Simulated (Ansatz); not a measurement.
## Atom list for Glassy 58SiO2-11Na2O-13BaO-18CaO (mol %) (102 atoms)

The starting structure: 102 atoms (22 Si, 8 Na, 5 Ba, 7 Ca, 60 O) placed at random at 3.02 g/cm³, melted at 4000 K for 10 ps at fixed volume with the Morse and Coulomb pair potential with partial charges (Pedone, Malavasi, Menziani, Cormack and Segre, J. Phys. Chem. B 110, 11780 (2006)). Quenched from 4000 K to 300 K at 50 K/ps and fixed volume, held 10 ps at zero pressure.

Calculated values (Ansatz 0.2.0, Kohn-Sham DFT, PBE, PAW (set soft_2), plane waves; cutoff 420 eV, Γ point, fermi-dirac smearing of 0.078 eV; density 3.06 g/cm³) for the frame at 100 fs of a trajectory (instantaneous temperature 824 K).

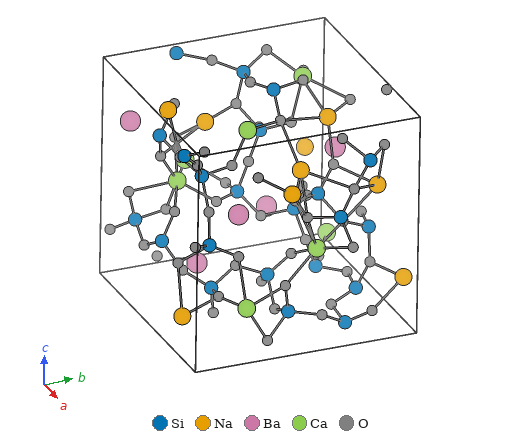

The structure (silicon blue, sodium orange, barium pink, calcium green, oxygen grey). Bonds to atoms that aren't drawn are left out. Some periodic images of atoms are drawn too.

Cell vectors (Å):

```
11.396 0.000 0.000
0.000 11.396 0.000
0.000 0.000 11.396
```

Positions (Å):

```
1 Si 5.296 6.482 10.935
2 Si 7.346 10.617 3.896
3 Si 9.417 1.491 5.523
4 Si 2.504 7.054 7.405
5 Si 9.050 0.272 10.289
6 Si 7.042 2.662 1.977
7 Si 2.960 5.723 4.621
8 Si 10.559 9.225 9.129
9 Si 6.779 5.672 2.010
10 Si 4.312 9.248 0.671
11 Si 9.809 8.390 0.387
12 Si 7.283 1.973 8.111
13 Si 10.910 7.593 6.584
14 Si 7.442 9.963 0.831
15 Si 2.080 6.334 10.412
16 Si 4.192 1.127 8.976
17 Si 4.035 8.209 3.755
18 Si 1.924 0.933 3.534
19 Si 6.654 8.273 5.745
20 Si 9.661 5.510 1.424
21 Si 0.143 3.703 10.990
22 Si 4.927 1.008 3.774
23 Na 0.159 10.421 4.824
24 Na 5.860 9.056 9.284
25 Na 11.046 5.006 8.326
26 Na 2.905 4.030 8.579
27 Na 9.743 0.004 2.197
28 Na 8.537 10.503 6.682
29 Na 5.730 0.859 11.078
30 Na 8.216 6.671 7.991
31 Ba 0.535 1.214 8.038
32 Ba 3.722 10.417 6.457
33 Ba 3.448 3.498 1.479
34 Ba 6.475 4.266 5.275
35 Ba 1.104 8.073 2.561
36 Ca 0.928 11.291 0.515
37 Ca 2.795 2.693 5.667
38 Ca 7.697 4.121 10.328
39 Ca 0.153 4.249 5.278
40 Ca 10.577 2.957 2.459
41 Ca 9.042 7.198 4.158
42 Ca 2.431 9.245 9.823
43 O 6.710 9.018 7.181
44 O 10.015 5.182 3.002
45 O 10.828 8.295 4.831
46 O 7.981 5.551 0.770
47 O 10.399 0.324 6.080
48 O 1.921 0.576 5.072
49 O 0.582 10.091 9.118
50 O 2.728 9.181 4.174
51 O 3.844 6.583 3.591
52 O 10.254 8.552 7.601
53 O 7.186 3.563 8.326
54 O 1.060 7.628 6.799
55 O 8.520 2.396 2.240
56 O 1.460 5.780 4.378
57 O 1.306 5.028 10.911
58 O 7.718 9.125 4.622
59 O 11.024 3.238 9.508
60 O 7.200 6.700 3.125
61 O 4.745 8.242 10.870
62 O 4.447 8.642 2.229
63 O 9.941 8.032 10.212
64 O 3.850 2.002 10.340
65 O 10.332 0.743 11.007
66 O 6.638 4.083 2.714
67 O 5.175 8.346 4.963
68 O 10.619 9.423 1.189
69 O 8.061 2.030 6.552
70 O 10.255 6.999 1.240
71 O 7.785 11.228 11.211
72 O 10.225 6.168 6.508
73 O 0.784 0.146 2.634
74 O 5.497 5.940 1.023
75 O 9.421 10.442 9.214
76 O 5.710 10.267 0.827
77 O 3.692 5.981 10.682
78 O 7.390 6.780 5.973
79 O 4.397 10.847 9.204
80 O 10.117 4.262 0.321
81 O 3.264 8.322 7.942
82 O 1.615 2.655 3.624
83 O 8.319 1.278 9.282
84 O 3.448 1.520 7.480
85 O 9.879 2.803 4.894
86 O 5.798 1.718 2.504
87 O 3.717 4.324 4.697
88 O 2.037 5.999 8.778
89 O 3.576 0.692 2.992
90 O 3.254 6.157 6.261
91 O 6.507 3.030 0.353
92 O 6.298 6.419 9.773
93 O 5.768 10.914 3.922
94 O 5.786 1.502 8.500
95 O 4.909 1.645 5.197
96 O 8.631 0.225 4.464
97 O 0.759 2.619 0.763
98 O 1.573 7.737 11.091
99 O 0.966 3.334 7.002
100 O 2.943 10.005 0.436
101 O 7.913 10.464 2.329
102 O 7.965 8.478 0.473
```

Predict the forces.

Columns: atom, fx, fy, fz (forces in eV/Å).

```
1 -4.098 2.858 -1.173
2 2.755 -0.250 0.046
3 -2.690 -3.711 1.274
4 -1.183 -0.733 -0.174
5 -0.097 -0.502 -1.925
6 -3.507 1.350 -4.030
7 2.405 -1.303 3.027
8 -0.581 1.782 -1.255
9 1.509 -1.128 -0.404
10 2.769 1.310 3.124
11 -2.937 -2.845 0.573
12 0.842 1.442 0.264
13 0.579 -0.609 -7.367
14 -4.179 1.813 0.922
15 1.277 0.487 0.368
16 0.454 -0.395 -1.487
17 -0.075 2.295 0.390
18 -0.361 2.087 0.101
19 0.761 -1.225 0.803
20 -2.072 -1.428 -0.177
21 0.969 -1.691 -0.160
22 2.630 -0.797 -1.037
23 0.318 -0.114 0.069
24 0.334 0.233 -1.106
25 0.561 -0.252 -0.640
26 0.107 -0.930 -0.017
27 0.736 0.608 0.031
28 0.061 -0.610 0.530
29 0.023 0.355 0.323
30 -0.524 0.238 -0.055
31 -0.134 0.624 -0.090
32 0.517 0.307 -0.438
33 -0.090 -0.484 -0.332
34 -0.235 0.113 0.993
35 -0.041 -0.382 0.590
36 -0.207 0.703 -0.607
37 -0.139 -1.333 0.845
38 -0.125 -0.073 0.334
39 -0.785 0.499 -0.001
40 0.946 -0.398 0.763
41 0.129 -0.598 0.852
42 1.874 0.704 -1.166
43 -0.316 0.538 -0.932
44 -0.499 -0.188 -1.925
45 -0.193 -0.696 2.510
46 2.026 0.053 2.455
47 -0.283 1.641 1.344
48 0.080 -1.183 1.445
49 -1.524 -1.701 0.780
50 1.593 -1.949 -0.188
51 0.069 1.253 -0.958
52 -1.819 2.691 3.972
53 0.461 0.975 -0.212
54 2.999 -0.585 1.220
55 2.271 -1.585 0.180
56 -2.981 0.542 -1.551
57 -2.019 -2.470 1.392
58 -1.201 0.960 0.383
59 0.856 0.605 2.152
60 -0.778 -0.631 -0.676
61 0.132 -1.882 1.010
62 -0.382 -0.529 -0.803
63 1.587 1.014 -1.796
64 -0.551 -0.480 -1.180
65 1.493 0.000 1.565
66 -0.525 3.065 0.129
67 0.191 0.072 0.094
68 0.922 2.511 0.177
69 0.266 -2.069 0.368
70 -0.405 0.695 -0.976
71 0.179 -1.518 1.057
72 -0.380 -1.112 0.470
73 0.332 0.175 0.425
74 -0.038 -0.455 1.486
75 -0.076 -1.195 -0.001
76 1.383 -1.288 -0.786
77 0.337 -0.767 0.417
78 -0.988 1.010 -1.358
79 -1.517 1.546 -0.213
80 0.016 1.902 1.343
81 0.534 0.181 0.518
82 0.041 -1.641 -1.361
83 -1.030 1.821 -1.970
84 -0.535 -0.739 3.185
85 0.863 1.728 -1.877
86 -0.118 -0.343 0.879
87 1.456 -0.319 -1.136
88 -0.259 2.172 -2.071
89 -3.072 0.354 -0.854
90 -0.281 0.738 0.850
91 0.863 -1.176 2.150
92 1.726 -0.998 -0.805
93 0.091 0.545 0.475
94 0.820 -0.827 -0.277
95 0.136 0.838 0.051
96 -2.233 0.280 -0.407
97 -0.119 1.614 -1.756
98 0.096 -2.300 -0.701
99 0.807 0.619 -0.422
100 -0.783 0.712 0.298
101 -0.867 -0.829 -0.071
102 2.652 0.591 -0.101
```

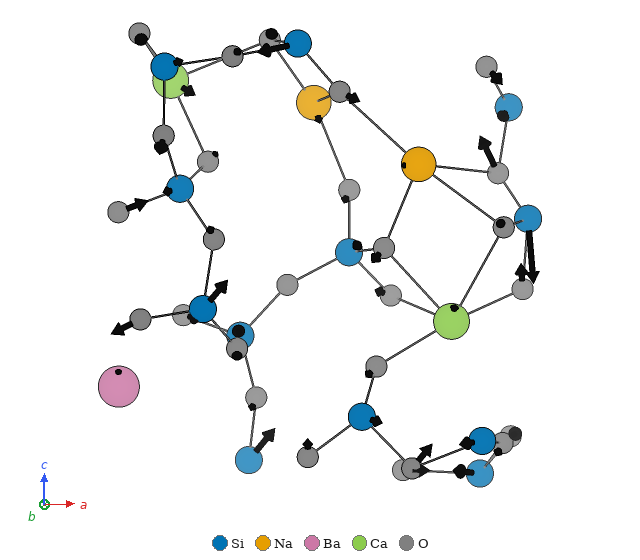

The forces as arrows, the longest 7.41 eV/Å. Drawn is a stretch of 10 Å of the 11 Å that the cell measures along a and a slice 4 Å thick, seen along the normal of the ac plane.

The quench rate of 50 K/ps is many orders above laboratory rates, so the cell is likely richer in defects and strain than a real sample. The network of bonds at the start is that of the classical potential that made the cell. Only the Γ point is sampled, in a cell whose shortest periodic width is 11 Å.

The r.m.s. force component is 1.38 eV/Å; the longest force, 7.41 eV/Å, acts on Si13. The energy lies 23.3 meV/atom above that of the first step of this run.

[Logs are printed without paths, hosts, clocks, repeated set-up lines and the standing remarks that a program may print on its own settings, such as how far it seeks lower states.]

[Hosts, paths, dates, database ids (printed as entryN), source tags and the programs' standing remarks are cut or masked in the printed files.]
